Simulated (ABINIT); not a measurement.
Run report: Ti, single-point calculation (part 3 of 3)

The same run, continued: Ti (2 atoms in the cell); Kohn-Sham DFT of a periodic cell, PBE, SG15 NC PBE v1.2, no spin polarisation (ABINIT 10.8.3); cutoff 707.5 eV, 6×6×4 k-mesh, methfessel-paxton of 0.136 eV. The structure derives from an entry of the Crystallography Open Database.

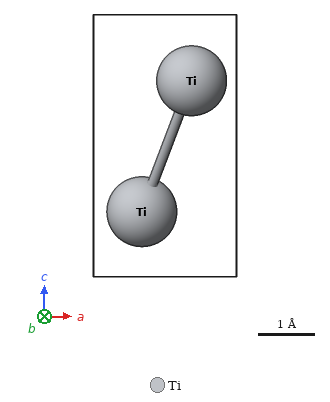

**Figure 1.** The input geometry (ball-and-stick view of the cell of the calculation, along the b axis). An atom can appear more than once, as a periodic image.

Log, continued
```
 -48.57824  -48.52773  -25.09629  -24.96156  -24.84405  -24.71503  -24.66199  -24.61151
   4.82687    6.28832    6.97446    7.72346    8.57832    9.10993    9.20218   10.65177
 kpt#  24, nband= 16, wtk=  0.01389, kpt=  0.5000  0.0000  0.2500 (reduced coord)
 -48.54808  -48.52362  -25.14879  -25.06038  -24.82848  -24.74657  -24.70829  -24.63206
   5.58582    6.05698    7.14910    7.20020    9.04696    9.09610    9.44629   11.06332
 kpt#  25, nband= 16, wtk=  0.01389, kpt= -0.3333  0.0000  0.2500 (reduced coord)
 -48.57824  -48.52773  -25.09611  -24.96208  -24.84361  -24.71502  -24.66210  -24.61150
   4.82688    6.28632    6.97475    7.72574    8.57989    9.10828    9.20216   10.62833
 kpt#  26, nband= 16, wtk=  0.01389, kpt= -0.1667  0.0000  0.2500 (reduced coord)
 -48.62714  -48.54697  -25.11872  -24.75538  -24.71483  -24.65004  -24.60138  -24.57221
   3.24637    5.78285    7.56514    8.28979    8.70701    9.17058    9.19876    9.61111
 kpt#  27, nband= 16, wtk=  0.01389, kpt=  0.0000  0.1667  0.2500 (reduced coord)
 -48.62718  -48.54694  -25.11878  -24.75477  -24.71501  -24.65035  -24.60170  -24.57192
   3.24635    5.78164    7.56444    8.29062    8.71100    9.16847    9.19840    9.62949
 kpt#  28, nband= 16, wtk=  0.01389, kpt=  0.1667  0.1667  0.2500 (reduced coord)
 -48.59077  -48.53225  -25.08217  -24.90491  -24.80241  -24.72241  -24.63459  -24.62706
   4.44679    6.51533    7.08482    7.61016    8.49183    8.90197    9.29285    9.99315
 kpt#  29, nband= 16, wtk=  0.01389, kpt=  0.3333  0.1667  0.2500 (reduced coord)
 -48.54848  -48.52324  -25.09481  -25.02733  -24.84956  -24.77029  -24.72196  -24.66516
   5.84120    6.45958    6.94017    7.52073    8.40630    8.62738    9.42759   10.67068
 kpt#  30, nband= 16, wtk=  0.01389, kpt=  0.5000  0.1667  0.2500 (reduced coord)
 -48.55056  -48.52121  -25.09324  -25.02104  -24.85496  -24.79071  -24.70316  -24.66556
   5.83524    6.44100    7.00109    7.46229    8.41198    8.64620    9.39684   10.95135
 kpt#  31, nband= 16, wtk=  0.01389, kpt= -0.3333  0.1667  0.2500 (reduced coord)
 -48.59266  -48.53045  -25.08149  -24.89544  -24.80593  -24.73607  -24.63403  -24.61970
   4.44580    6.45535    7.08855    7.62288    8.57288    8.92602    9.20424   10.12218
 kpt#  32, nband= 16, wtk=  0.01389, kpt= -0.1667  0.1667  0.2500 (reduced coord)
 -48.62788  -48.54628  -25.11988  -24.74536  -24.71382  -24.65823  -24.60748  -24.56731
   3.24578    5.75859    7.54643    8.30807    8.81454    9.15230    9.15758    9.65658
 kpt#  33, nband= 16, wtk=  0.01389, kpt=  0.0000  0.3333  0.2500 (reduced coord)
 -48.57840  -48.52758  -25.09612  -24.96120  -24.84459  -24.71533  -24.66178  -24.61134
   4.82705    6.28407    6.97170    7.72255    8.58803    9.11382    9.20225   10.64613
 kpt#  34, nband= 16, wtk=  0.01389, kpt=  0.1667  0.3333  0.2500 (reduced coord)
 -48.54870  -48.52303  -25.09477  -25.02677  -24.85043  -24.77018  -24.72250  -24.66442
   5.84176    6.45854    6.93677    7.51904    8.40501    8.63605    9.42960   10.66869
 kpt#  35, nband= 16, wtk=  0.01389, kpt=  0.3333  0.3333  0.2500 (reduced coord)
 -48.53091  -48.52377  -25.02025  -25.00408  -24.96825  -24.81643  -24.73199  -24.70893
   6.72184    6.93531    6.97445    6.98274    8.14629    8.28701    9.63840   10.72052
 kpt#  36, nband= 16, wtk=  0.01389, kpt=  0.5000  0.3333  0.2500 (reduced coord)
 -48.55421  -48.51765  -25.09308  -25.00580  -24.87895  -24.77990  -24.72054  -24.64946
   5.84216    6.45840    6.91389    7.40257    8.40257    8.81444    9.44016   10.77269
 kpt#  37, nband= 16, wtk=  0.01389, kpt= -0.3333  0.3333  0.2500 (reduced coord)
 -48.58158  -48.52454  -25.09552  -24.94500  -24.86218  -24.71974  -24.65784  -24.60872
   4.83027    6.24382    6.90667    7.67544    8.75660    9.13674    9.26831   10.67925
 kpt#  38, nband= 16, wtk=  0.01389, kpt= -0.1667  0.3333  0.2500 (reduced coord)
 -48.59275  -48.53036  -25.08144  -24.89493  -24.80605  -24.73695  -24.63349  -24.61974
   4.44576    6.45224    7.08903    7.62352    8.57763    8.92634    9.19939   10.12969
 kpt#  39, nband= 16, wtk=  0.01389, kpt=  0.0000  0.5000  0.2500 (reduced coord)
 -48.54852  -48.52319  -25.14888  -25.05920  -24.83076  -24.74687  -24.70683  -24.63195
   5.58404    6.05978    7.15012    7.19065    9.04596    9.09803    9.45856   11.06069
 kpt#  40, nband= 16, wtk=  0.01389, kpt=  0.1667  0.5000  0.2500 (reduced coord)
 -48.55084  -48.52094  -25.09338  -25.01952  -24.85715  -24.79056  -24.70345  -24.66453
   5.83491    6.44302    6.99957    7.45405    8.41176    8.65534    9.39820   10.78501
 kpt#  41, nband= 16, wtk=  0.01389, kpt=  0.3333  0.5000  0.2500 (reduced coord)
 -48.55428  -48.51758  -25.09282  -25.00585  -24.87872  -24.78163  -24.71915  -24.64953
   5.84222    6.45521    6.91772    7.40148    8.40333    8.81427    9.43852   10.74908
 kpt#  42, nband= 16, wtk=  0.01389, kpt=  0.5000  0.5000  0.2500 (reduced coord)
 -48.55562  -48.51627  -25.14855  -25.03774  -24.86862  -24.74962  -24.68825  -24.62991
   5.55728    6.10635    7.01539    7.17219    8.98823    9.17780    9.69283   11.07121
 kpt#  43, nband= 16, wtk=  0.01389, kpt= -0.3333  0.5000  0.2500 (reduced coord)
 -48.55428  -48.51758  -25.09295  -25.00548  -24.87929  -24.78097  -24.71957  -24.64945
   5.84187    6.45739    6.91708    7.39968    8.40344    8.81454    9.43879   10.76805
 kpt#  44, nband= 16, wtk=  0.01389, kpt= -0.1667  0.5000  0.2500 (reduced coord)
 -48.55084  -48.52094  -25.09321  -25.01989  -24.85656  -24.79114  -24.70308  -24.66472
   5.83521    6.44093    7.00023    7.45584    8.41250    8.65481    9.39727   10.80970
 kpt#  45, nband= 16, wtk=  0.01389, kpt=  0.0000 -0.3333  0.2500 (reduced coord)
 -48.57840  -48.52758  -25.09627  -24.96069  -24.84506  -24.71534  -24.66166  -24.61135
   4.82703    6.28608    6.97142    7.72028    8.58647    9.11542    9.20232   10.61457
 kpt#  46, nband= 16, wtk=  0.01389, kpt=  0.1667 -0.3333  0.2500 (reduced coord)
 -48.59275  -48.53036  -25.08147  -24.89490  -24.80603  -24.73706  -24.63332  -24.61984
   4.44577    6.45224    7.08900    7.62349    8.57734    8.92622    9.19974   10.14321
 kpt#  47, nband= 16, wtk=  0.01389, kpt=  0.3333 -0.3333  0.2500 (reduced coord)
 -48.58158  -48.52453  -25.09541  -24.94555  -24.86167  -24.71973  -24.65789  -24.60873
   4.83030    6.24185    6.90685    7.67769    8.75816    9.13692    9.26630   10.66499
 kpt#  48, nband= 16, wtk=  0.01389, kpt=  0.5000 -0.3333  0.2500 (reduced coord)
 -48.55421  -48.51765  -25.09296  -25.00617  -24.87841  -24.78054  -24.72010  -24.64955
   5.84252    6.45623    6.91454    7.40438    8.40240    8.81418    9.43994   10.74800
 kpt#  49, nband= 16, wtk=  0.01389, kpt= -0.3333 -0.3333  0.2500 (reduced coord)
 -48.53091  -48.52377  -25.02026  -25.00406  -24.96825  -24.81643  -24.73198  -24.70894
   6.72184    6.93532    6.97435    6.98282    8.14628    8.28701    9.63840   10.76386
 kpt#  50, nband= 16, wtk=  0.01389, kpt= -0.1667 -0.3333  0.2500 (reduced coord)
 -48.54870  -48.52303  -25.09491  -25.02649  -24.85083  -24.76968  -24.72279  -24.66437
   5.84146    6.46050    6.93611    7.51720    8.40553    8.63626    9.42943   10.66814
 kpt#  51, nband= 16, wtk=  0.01389, kpt=  0.0000 -0.1667  0.2500 (reduced coord)
 -48.62718  -48.54694  -25.11879  -24.75438  -24.71550  -24.65036  -24.60159  -24.57192
   3.24635    5.78189    7.56494    8.29033    8.70958    9.16910    9.19855    9.61183
 kpt#  52, nband= 16, wtk=  0.01389, kpt=  0.1667 -0.1667  0.2500 (reduced coord)
 -48.62788  -48.54627  -25.11988  -24.74563  -24.71350  -24.65823  -24.60752  -24.56732
   3.24578    5.75838    7.54563    8.30847    8.81621    9.15156    9.15713    9.65649
 kpt#  53, nband= 16, wtk=  0.01389, kpt=  0.3333 -0.1667  0.2500 (reduced coord)
 -48.59267  -48.53044  -25.08152  -24.89539  -24.80590  -24.73618  -24.63384  -24.61982
   4.44581    6.45535    7.08852    7.62286    8.57257    8.92589    9.20462   10.12195
 kpt#  54, nband= 16, wtk=  0.01389, kpt=  0.5000 -0.1667  0.2500 (reduced coord)
 -48.55056  -48.52120  -25.09343  -25.02067  -24.85552  -24.79014  -24.70354  -24.66536
   5.83495    6.44308    7.00043    7.46049    8.41125    8.64674    9.39775   10.82152
 kpt#  55, nband= 16, wtk=  0.01389, kpt= -0.3333 -0.1667  0.2500 (reduced coord)
 -48.54848  -48.52324  -25.09465  -25.02763  -24.84916  -24.77081  -24.72167  -24.66520
   5.84150    6.45763    6.94083    7.52257    8.40583    8.62715    9.42771   10.66847
 kpt#  56, nband= 16, wtk=  0.01389, kpt= -0.1667 -0.1667  0.2500 (reduced coord)
 -48.59077  -48.53225  -25.08216  -24.90493  -24.80243  -24.72240  -24.63460  -24.62705
   4.44679    6.51534    7.08482    7.61016    8.49185    8.90198    9.29282    9.99228
 kpt#  57, nband= 16, wtk=  0.00694, kpt=  0.0000  0.0000  0.5000 (reduced coord)
 -48.60445  -48.60395  -24.91672  -24.91504  -24.58717  -24.58673  -24.58513  -24.58481
   3.86788    3.86873    8.27604    8.28341    8.86736    8.86762    8.91187    8.91224
 kpt#  58, nband= 16, wtk=  0.01389, kpt=  0.1667  0.0000  0.5000 (reduced coord)
 -48.58746  -48.58702  -24.94276  -24.94156  -24.65533  -24.65517  -24.61126  -24.61084
   4.47647    4.47704    7.90403    7.90897    8.72632    8.72721    9.26252    9.26322
 kpt#  59, nband= 16, wtk=  0.01389, kpt=  0.3333  0.0000  0.5000 (reduced coord)
 -48.55315  -48.55286  -25.06763  -25.06736  -24.71648  -24.71606  -24.66144  -24.66090
   5.48406    5.48469    7.55053    7.55349    8.73400    8.73579    9.84434    9.84790
 kpt#  60, nband= 16, wtk=  0.00694, kpt=  0.5000  0.0000  0.5000 (reduced coord)
 -48.53588  -48.53571  -25.15460  -25.15444  -24.72229  -24.72204  -24.68447  -24.68391
   5.67615    5.67711    7.41312    7.41636    9.47281    9.47296    9.94076    9.94549
 kpt#  61, nband= 16, wtk=  0.01389, kpt=  0.0000  0.1667  0.5000 (reduced coord)
 -48.58746  -48.58702  -24.94246  -24.94126  -24.65565  -24.65548  -24.61124  -24.61082
   4.47623    4.47680    7.90504    7.90997    8.72543    8.72628    9.26493    9.26563
 kpt#  62, nband= 16, wtk=  0.01389, kpt=  0.1667  0.1667  0.5000 (reduced coord)
 -48.56174  -48.56142  -25.01943  -25.01893  -24.71151  -24.71094  -24.65671  -24.65652
   5.38529    5.38547    7.64566    7.64795    8.33948    8.34068    9.70325    9.70536
 kpt#  63, nband= 16, wtk=  0.01389, kpt=  0.3333  0.1667  0.5000 (reduced coord)
 -48.53592  -48.53576  -25.10886  -25.10872  -24.78592  -24.78541  -24.66880  -24.66872
   6.05618    6.05708    7.58990    7.59249    8.34395    8.34464    9.88125    9.88541
 kpt#  64, nband= 16, wtk=  0.01389, kpt=  0.5000  0.1667  0.5000 (reduced coord)
 -48.53596  -48.53578  -25.10203  -25.10185  -24.79527  -24.79469  -24.66638  -24.66614
   6.04499    6.04590    7.65364    7.65645    8.29799    8.29932    9.88696    9.89108
 kpt#  65, nband= 16, wtk=  0.01389, kpt= -0.3333  0.1667  0.5000 (reduced coord)
 -48.56181  -48.56147  -25.00522  -25.00465  -24.73224  -24.73163  -24.65022  -24.64994
   5.37394    5.37421    7.66576    7.66810    8.39505    8.39586    9.67726    9.67979
 kpt#  66, nband= 16, wtk=  0.01389, kpt= -0.1667  0.1667  0.5000 (reduced coord)
 -48.58749  -48.58705  -24.93625  -24.93499  -24.65992  -24.65982  -24.61318  -24.61268
   4.47156    4.47214    7.93154    7.93633    8.71814    8.71889    9.29138    9.29223
 kpt#  67, nband= 16, wtk=  0.01389, kpt=  0.0000  0.3333  0.5000 (reduced coord)
 -48.55315  -48.55286  -25.06685  -25.06658  -24.71741  -24.71700  -24.66128  -24.66074
   5.48484    5.48548    7.54740    7.55036    8.73811    8.73987    9.84556    9.84912
 kpt#  68, nband= 16, wtk=  0.01389, kpt=  0.1667  0.3333  0.5000 (reduced coord)
 -48.53593  -48.53576  -25.10830  -25.10818  -24.78647  -24.78596  -24.66880  -24.66871
   6.05821    6.05912    7.58478    7.58736    8.34701    8.34766    9.88181    9.88595
 kpt#  69, nband= 16, wtk=  0.01389, kpt=  0.3333  0.3333  0.5000 (reduced coord)
 -48.52733  -48.52723  -25.06884  -25.06877  -24.89342  -24.89266  -24.66164  -24.66156
   6.96954    6.97321    7.13899    7.13934    7.97513    7.97545    9.86405    9.86896
 kpt#  70, nband= 16, wtk=  0.01389, kpt=  0.5000  0.3333  0.5000 (reduced coord)
 -48.53604  -48.53582  -25.08962  -25.08949  -24.80512  -24.80463  -24.66878  -24.66861
   6.08819    6.08925    7.56613    7.56858    8.34482    8.34559    9.89311    9.89715
 kpt#  71, nband= 16, wtk=  0.01389, kpt= -0.3333  0.3333  0.5000 (reduced coord)
 -48.55325  -48.55293  -25.05062  -25.05033  -24.73013  -24.72964  -24.66478  -24.66418
   5.50159    5.50229    7.50150    7.50430    8.82679    8.82805    9.83474    9.83875
 kpt#  72, nband= 16, wtk=  0.01389, kpt= -0.1667  0.3333  0.5000 (reduced coord)
 -48.56181  -48.56147  -25.00448  -25.00390  -24.73336  -24.73274  -24.64984  -24.64957
   5.37336    5.37364    7.66623    7.66857    8.39791    8.39871    9.67642    9.67898
 kpt#  73, nband= 16, wtk=  0.00694, kpt=  0.0000  0.5000  0.5000 (reduced coord)
 -48.53588  -48.53572  -25.15373  -25.15360  -24.72347  -24.72322  -24.68413  -24.68357
   5.67857    5.67955    7.40977    7.41300    9.47120    9.47134    9.94204    9.94881
 kpt#  74, nband= 16, wtk=  0.01389, kpt=  0.1667  0.5000  0.5000 (reduced coord)
 -48.53597  -48.53578  -25.10109  -25.10093  -24.79634  -24.79575  -24.66623  -24.66599
   6.04638    6.04730    7.65150    7.65430    8.29856    8.29989    9.88838    9.89250
 kpt#  75, nband= 16, wtk=  0.01389, kpt=  0.3333  0.5000  0.5000 (reduced coord)
 -48.53604  -48.53582  -25.08925  -25.08911  -24.80566  -24.80515  -24.66862  -24.66847
   6.08755    6.08861    7.56924    7.57170    8.34220    8.34302    9.89397    9.89800
 kpt#  76, nband= 16, wtk=  0.00694, kpt=  0.5000  0.5000  0.5000 (reduced coord)
 -48.53603  -48.53580  -25.13600  -25.13591  -24.73497  -24.73454  -24.69038  -24.68974
   5.73112    5.73217    7.35713    7.36025    9.47022    9.47096    9.90148    9.90669
 Total charge density [el/Bohr^3]
)     Maximum=    1.2139E+00  at reduced coord.    0.5556    0.2593    0.7556
)Next maximum=    1.2138E+00  at reduced coord.    0.7407    0.2593    0.7556
)     Minimum=    2.1597E-02  at reduced coord.    0.0000    0.0000    0.2444
)Next minimum=    2.1624E-02  at reduced coord.    0.0000    0.0000    0.7556
   Integrated=    2.4000E+01

--- !EnergyTerms
iteration_state     : {dtset: 1, }
comment             : Components of total free energy in Hartree
kinetic             :  4.37422171777413E+01
hartree             :  2.34964502801422E+01
xc                  : -1.42989317487241E+01
Ewald energy        : -8.45376891234073E+01
psp_core            :  4.50579121039323E+00
local_psp           : -7.72472947910404E+01
non_local_psp       : -1.10465041447471E+01
internal            : -1.15385961139642E+02
'-kT*entropy'       : -1.55935278997860E-04
total_energy        : -1.15386117074921E+02
total_energy_eV     : -3.13981619914967E+03
band_energy         : -1.61691681529864E+01
...

 Cartesian components of stress tensor (hartree/bohr^3)
  sigma(1 1)=  7.44165042E-05  sigma(3 2)= -7.00659640E-09
  sigma(2 2)=  4.30079053E-05  sigma(3 1)=  2.71669607E-08
  sigma(3 3)=  3.36912525E-05  sigma(2 1)= -3.04450582E-05

-Cartesian components of stress tensor (GPa)         [Pressure= -1.4820E+00 GPa]
- sigma(1 1)=  2.18940914E+00  sigma(3 2)= -2.06141183E-04
- sigma(2 2)=  1.26533626E+00  sigma(3 1)=  7.99279580E-04
- sigma(3 3)=  9.91230870E-01  sigma(2 1)= -8.95724538E-01

== END DATASET(S) ==============================================================
================================================================================

 -outvars: echo values of variables after computation  --------
            acell      5.5746920676E+00  5.5746920677E+00  8.8439182632E+00 Bohr
           etotal     -1.1538611707E+02
            fcart     -1.5867453184E-03  8.3981668235E-04  8.6259136344E-05
                       1.5867453184E-03 -8.3981668235E-04 -8.6259136344E-05
            rprim      1.0000000000E+00  0.0000000000E+00  0.0000000000E+00
                      -5.0000000000E-01  8.6602540380E-01  0.0000000000E+00
                       0.0000000000E+00  0.0000000000E+00  1.0000000000E+00
           strten      7.4416504201E-05  4.3007905267E-05  3.3691252484E-05
                      -7.0065964030E-09  2.7166960737E-08 -3.0445058246E-05
           xangst      1.5420298989E+00  8.3510483222E-01  3.5029191576E+00
                       4.4810499791E-03  1.7191284950E+00  1.1640563992E+00
             xred      6.8616200000E-01  3.2688000000E-01  7.4848700000E-01
                       3.3797300000E-01  6.7290800000E-01  2.4873000000E-01
 Calculation completed.
```

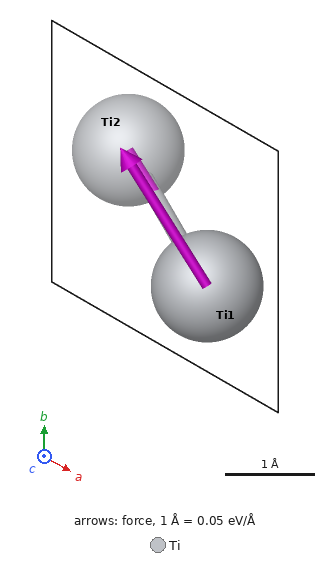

**Figure 2.** Forces on the atoms as pink arrows (ball-and-stick view of the cell of the calculation, along the c axis; atoms are numbered from 1 in the order of the input). The largest act on Ti1, Ti2 (0.09 eV/Å). The geometry is not a stationary point of this energy.

The run was set up as follows.

The input
```
# Pseudopotentials
pp_dirpath "./"
pseudos "Ti_ONCV_PBE-1.2.upf"

# Structure
acell 5.5746920676 5.5746920677 8.8439182632
rprim
     1.0000000000     0.0000000000     0.0000000000
    -0.5000000000     0.8660254038     0.0000000000
     0.0000000000     0.0000000000     1.0000000000
ntypat 1
znucl 22
natom 2
typat 1 1
xred
     0.6861620000     0.3268800000     0.7484870000
     0.3379730000     0.6729080000     0.2487300000
chkprim 0
chksymtnons 0
tolsym 1.0e-6

# Plane-wave basis
ecut 26.0

# k points
kptopt 1
ngkpt 6 6 4
nshiftk 1
shiftk 0.0 0.0 0.0

# Exchange and correlation
ixc 11

# Bands and occupations
nband 16
occopt 6
tsmear 0.136 eV

# SCF cycle
nstep 100
tolvrs 1.0e-10

# Output
iomode 3
prtwf 0
prtden 0
prteig 0
prtebands 0
enunit 1
prtvol 2
```

Command:
```bash
abinit run.abi > log 2>&1
```

Results in brief

```tsv
quantity	value
outcome	converged
space group (tolerance 0.01 Å)	Cmcm (63)
electrons treated	24
free energy	−3139.8162 eV
Fermi energy	8.277 eV
gap on the k-point mesh	none (metallic)
pressure	−1.48 GPa
largest force (length of the vector)	0.092 eV/Å
hardware	1 thread of Arm Neoverse V1, 24 GiB of memory available, shared host
wall time	74 s
peak memory	0.08 GiB
```
